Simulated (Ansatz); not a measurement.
# Two runs on Ga₂O₃

System: Ga₂O₃ (R-3c, 10 atoms in the cell).
Method of the first run: DFT r2SCAN, scalar-relativistic, plane waves, PAW, no spin polarisation (Ansatz 0.2.0).

The structure was built on a prototype by a generator; it need not be a known phase. Text and figures count atoms from 1; the logs count them from 0 in places.

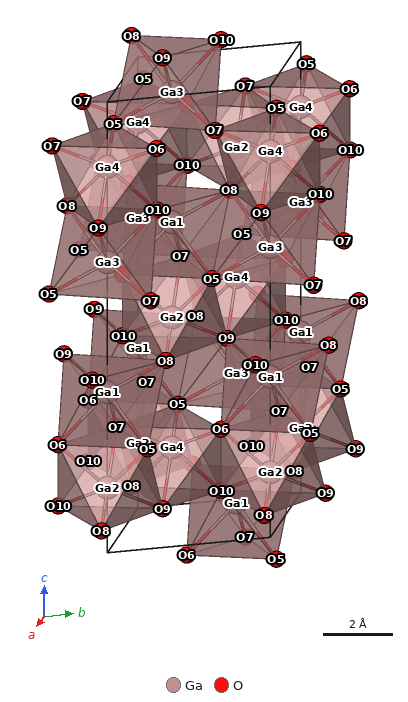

The input geometry (polyhedral view of the cell 3 times as large as that of the calculation, set on its symmetry axes, seen slightly off an axis; polyhedra are completed across the faces of the cell; atoms are numbered from 1 in the order of the input).

**Input, the first run**
```yaml
crystal:
  lattice:
    - [2.5286541737, 1.4599191661, 4.54148785]
    - [-2.5286541737, 1.4599191661, 4.54148785]
    - [0.0, -2.9198383374, 4.5414878484]
  atoms:
    - { symbol: Ga, position: [0.3558393524, 0.3558393524, 0.3558393524] }
    - { symbol: Ga, position: [0.1441606476, 0.1441606476, 0.1441606476] }
    - { symbol: Ga, position: [0.6441606476, 0.6441606476, 0.6441606476] }
    - { symbol: Ga, position: [0.8558393524, 0.8558393524, 0.8558393524] }
    - { symbol: O, position: [0.5531267013, 0.25, 0.9468732987] }
    - { symbol: O, position: [0.25, 0.9468732987, 0.5531267013] }
    - { symbol: O, position: [0.9468732987, 0.5531267013, 0.25] }
    - { symbol: O, position: [0.4468732987, 0.75, 0.0531267013] }
    - { symbol: O, position: [0.0531267013, 0.4468732987, 0.75] }
    - { symbol: O, position: [0.75, 0.0531267013, 0.4468732987] }
basis:
  ecutwfc: 500
kpoints:
  mp_grid: { grid: [9, 9, 9] }
  band_path:
    path:
      - [0.0, 0.0, 0.0]
      - [0.5, 0.5, 0.5]
      - [0.7644411341, 0.2355588659, 0.5]
      - [0.5, -0.2355588659, 0.2355588659]
      - [0.5, 0.0, 0.0]
      - [0.367779433, -0.367779433, 0.0]
      - [0.632220567, 0.0, 0.367779433]
      - [0.5, 0.0, 0.5]
      - [0.0, 0.166667, -0.166667]
    npoints: 1
hamiltonian:
  xc: r2scan
scf:
  occupations: { method: gaussian, width: 0.02 }
  n_extra_bands: 8
output:
  forces: true
  stress: true
  eigenvalues: true
```

Command:
```bash
ansatz run input.yaml --threads 2 --pin off --max-ram 5120MiB --backend cpu --events-out ev --progress --plain --runs-dir out
```

Hardware: 2 threads of Arm Neoverse V1, 24 GiB of memory available, shared host.

**Output, shortened to warnings, some set-up lines, iterations and results (the first run)**
```
Basis set: ecut = 500 eV, 2567 PW (Γ), exchange–correlation on 160×160×160 points (64 copies of the dense FFT grid, shifted against one another)
Symmetry: 12 space group operations
k-points: 85 of 729
Initial density: superposition of atomic densities (neutral atoms: chi_scale 0, normalization atom), corrected by the library's trained network
[...]
SCF iter   1: F=—  HF=-18577.363504 eV  |F-HF|=—  |Δ(HF+E_count)|=         —  Δρ=1.45e-2  dr2=9.71e-2  dr2_τ=3.47e-1  ethr=1.77e-3  ⟨swp⟩=6.5  Hψ=16135  notcnv=0  defer=2
SCF iter   2: F=—  HF=-18577.540502 eV  |F-HF|=—  |Δ(HF+E_count)|=   1.77e-1  Δρ=7.31e-3  dr2=3.03e-2  dr2_τ=1.09e-3  ethr=1.10e-4  ⟨swp⟩=2.6  Hψ=9386  notcnv=0  defer=244
SCF iter   3: F=—  HF=-18577.540494 eV  |F-HF|=—  |Δ(HF+E_count)|=   7.17e-6  Δρ=3.57e-3  dr2=4.27e-3  dr2_τ=5.81e-4  ethr=3.44e-5  ⟨swp⟩=3.0  Hψ=8252  notcnv=0  defer=244
SCF iter   4: F=—  HF=-18577.539514 eV  |F-HF|=—  |Δ(HF+E_count)|=   9.80e-4  Δρ=6.11e-4  dr2=2.05e-4  dr2_τ=6.14e-5  ethr=4.85e-6  ⟨swp⟩=2.0  Hψ=7842  notcnv=0  defer=244
SCF iter   5: F=—  HF=-18577.539589 eV  |F-HF|=—  |Δ(HF+E_count)|=   7.50e-5  Δρ=1.53e-4  dr2=1.39e-5  dr2_τ=1.61e-6  ethr=2.33e-7  ⟨swp⟩=2.0  Hψ=7916  notcnv=0  defer=244
SCF iter   6: F=—  HF=-18577.539603 eV  |F-HF|=—  |Δ(HF+E_count)|=   1.37e-5  Δρ=2.49e-5  dr2=5.55e-7  dr2_τ=2.94e-8  ethr=1.58e-8  ⟨swp⟩=2.0  Hψ=7916  notcnv=0  defer=244
SCF iter   7: F=-18577.539603 eV  HF=-18577.539603 eV  |F-HF|=1.54e-8  |Δ(HF+E_count)|=   1.15e-7  Δρ=8.92e-6  dr2=7.39e-8  dr2_τ=3.24e-9  ethr=1.14e-10  ⟨swp⟩=10.1  Hψ=18918 …
SCF 1 converged in 7 iterations: F = -18577.539603 eV  dr2 = 7.39e-8
NSCF: frozen V_eff on 9 k-points
SCF converged after 7 iterations
Free energy (F): -18577.539603 eV
Harris-Foulkes:  -18577.539603 eV  (|F-HF|=1.54e-8)
Internal energy: -18577.539603 eV  (E = F + TS)
E sigma→0 (E₀):  -18577.539603 eV
Fermi energy:    9.700670 eV
--- Per-component energies (eV) ---
  E_band       = -101.383976
  E_kinetic    = 1519.856963
  E_local      = -8680.454871  (includes V_loc(G=0)·N_el)
  E_nonlocal   = 2031.203039
  E_hartree    = 3918.721921
  E_xc         = -681.901388
  E_vxc        = -859.915704  (∫ρ·V_xc dr)
  E_paw        = -9021.216753  (= ΣΔE_a)
  E_vpaw       = -2000.659117  (= ΣTr[D̂ρ^β])
  E_aug_tail   = 0.005723  (compensation charges beyond the density's cutoff)
  E_vtau       = 51.134456  (kinetic-family band-sum trace: ∫τ·v_τ [+ j·A + Jᵃ·Aᵃ] dr)
  E_ewald      = -7660.950313
  E_core_change = -2.803925  (= ΣΔE_core)
  E_smearing   = -0.000000  (= −TS)
  E_closure    = -0.000000  (closes the sum)
  Σ components = -18577.539603   (vs F -18577.539603, Δ=0.00e0)
--- Forces (eV/Å), atoms counted from 1 ---
  atom   1  Ga     0.00000000     0.00000000    -0.04784710
  atom   2  Ga    -0.00000000    -0.00000000     0.04784710
  atom   3  Ga     0.00000000    -0.00000000     0.04784710
  atom   4  Ga     0.00000000     0.00000000    -0.04784710
  atom   5  O      0.01504594     0.02606033     0.00000000
  atom   6  O      0.01504594    -0.02606033    -0.00000000
  atom   7  O     -0.03009187     0.00000000     0.00000000
  atom   8  O     -0.01504594    -0.02606033    -0.00000000
  atom   9  O      0.03009187     0.00000000    -0.00000000
  atom  10  O     -0.01504594     0.02606033     0.00000000
  max |Σ_I F_I| component: 1.73e-17 eV/Å
--- Stress (GPa, compression-positive) ---
       -9.489966       0.000000      -0.000000
        0.000000      -9.489966      -0.000000
        0.000000      -0.000000      -8.386377
  P = ⅓ Tr σ = -9.1221 GPa (-91.221 kbar)
```

For the second run the input was changed thus:
```diff
-  ecutwfc: 500
+  ecutwfc: 420
-  xc: r2scan
+  xc: pbe
+  write_density: true
+  write_potential: true
+  elf: true
+  volumetric_format: npy
```

Predict how the results change.

The total energies belong to different methods, so their difference says nothing on which is more stable or more accurate. The gap on the mesh goes from 3.09 to 2.42 eV. The pressure goes from −9.12 to 0.02 GPa. The largest force goes from 0.048 to 0.000 eV/Å. The functional changes from r2SCAN to PBE. The SCF takes 6 iterations against 7. The plane waves at Γ go from 2567 to 1929. On the same kind of shared host the second run took about 0.51 times as long.

**Output, shortened to warnings, some set-up lines, iterations and results (the second run)**
```
Basis set: ecut = 420 eV, 1929 PW (Γ), exchange–correlation on 80×80×80 points (8 copies of the dense FFT grid, shifted against one another)
Symmetry: 12 space group operations
k-points: 85 of 729
Initial density: superposition of atomic densities (neutral atoms: chi_scale 0, normalization atom), corrected by the library's trained network
[...]
SCF iter   1: F=—  HF=-18539.813500 eV  |F-HF|=—  |Δ(HF+E_count)|=         —  Δρ=1.06e-3  dr2=2.67e-4  ethr=1.77e-3  ⟨swp⟩=6.6  Hψ=15939  notcnv=0
SCF iter   2: F=—  HF=-18539.813838 eV  |F-HF|=—  |Δ(HF+E_count)|=   3.38e-4  Δρ=5.82e-4  dr2=7.80e-5  ethr=3.03e-7  ⟨swp⟩=2.6  Hψ=9283  notcnv=0  defer=146
SCF iter   3: F=—  HF=-18539.814281 eV  |F-HF|=—  |Δ(HF+E_count)|=   4.43e-4  Δρ=1.66e-4  dr2=1.30e-5  ethr=8.87e-8  ⟨swp⟩=2.0  Hψ=7900  notcnv=0  defer=146
SCF iter   4: F=—  HF=-18539.814278 eV  |F-HF|=—  |Δ(HF+E_count)|=   2.99e-6  Δρ=5.00e-5  dr2=1.28e-6  ethr=1.47e-8  ⟨swp⟩=2.0  Hψ=7421  notcnv=0  defer=146
SCF iter   5: F=—  HF=-18539.814281 eV  |F-HF|=—  |Δ(HF+E_count)|=   2.80e-6  Δρ=2.14e-5  dr2=2.60e-7  ethr=1.45e-9  ⟨swp⟩=2.0  Hψ=7900  notcnv=0  defer=146
SCF iter   6: F=-18539.814281 eV  HF=-18539.814281 eV  |F-HF|=5.03e-8  |Δ(HF+E_count)|=   1.70e-8  Δρ=6.28e-6  dr2=3.72e-8  ethr=1.14e-10  ⟨swp⟩=12.9  Hψ=32513  notcnv=0
SCF 1 converged in 6 iterations: F = -18539.814281 eV  dr2 = 3.72e-8
NSCF: frozen V_eff on 9 k-points
SCF converged after 6 iterations
Free energy (F): -18539.814281 eV
Harris-Foulkes:  -18539.814281 eV  (|F-HF|=5.03e-8)
Internal energy: -18539.814281 eV  (E = F + TS)
E sigma→0 (E₀):  -18539.814281 eV
Fermi energy:    9.790434 eV
--- Per-component energies (eV) ---
  E_band       = -38.852665
  E_kinetic    = 1517.076248
  E_local      = -8663.779920  (includes V_loc(G=0)·N_el)
  E_nonlocal   = 2022.692601
  E_hartree    = 3902.336966
  E_xc         = -711.188295
  E_vxc        = -788.851621  (∫ρ·V_xc dr)
  E_paw        = -8946.015825  (= ΣΔE_a)
  E_vpaw       = -1930.670389  (= ΣTr[D̂ρ^β])
  E_aug_tail   = 0.014256  (compensation charges beyond the density's cutoff)
  E_ewald      = -7660.950313
  E_smearing   = -0.000000  (= −TS)
  E_closure    = 0.000000  (closes the sum)
  Σ components = -18539.814281   (vs F -18539.814281, Δ=0.00e0)
--- Forces (eV/Å), atoms counted from 1 ---
  atom   1  Ga     0.00000000     0.00000000    -0.00030148
  atom   2  Ga     0.00000000    -0.00000000     0.00030148
  atom   3  Ga    -0.00000000    -0.00000000     0.00030148
  atom   4  Ga     0.00000000     0.00000000    -0.00030148
  atom   5  O      0.00014929     0.00025857     0.00000000
  atom   6  O      0.00014929    -0.00025857    -0.00000000
  atom   7  O     -0.00029857     0.00000000     0.00000000
  atom   8  O     -0.00014929    -0.00025857    -0.00000000
  atom   9  O      0.00029857     0.00000000    -0.00000000
  atom  10  O     -0.00014929     0.00025857     0.00000000
  max |Σ_I F_I| component: 6.32e-18 eV/Å
--- Stress (GPa, compression-positive) ---
        0.034898       0.000000       0.000000
       -0.000000       0.034898       0.000000
        0.000000       0.000000      -0.009585
  P = ⅓ Tr σ = 0.0201 GPa (0.201 kbar)
```

**The two runs side by side**

| quantity | the first run | the second run |
| --- | --- | --- |
| outcome | converged | converged |
| free energy per atom (eV) | −1857.7540 | −1853.9814 |
| gap on the mesh (eV) | 3.09 | 2.42 |
| pressure (GPa) | −9.12 | 0.02 |
| largest force (eV/Å) | 0.048 | 0.000 |
| SCF iterations | 7 | 6 |
| irreducible k-points | 85 | 85 |
| plane waves at Γ | 2567 | 1929 |
| wall time (shared host) | 38 s | 19 s |

For the first run: The cell is under a tension of 9.1 GPa at this level, so it is not at its equilibrium volume.
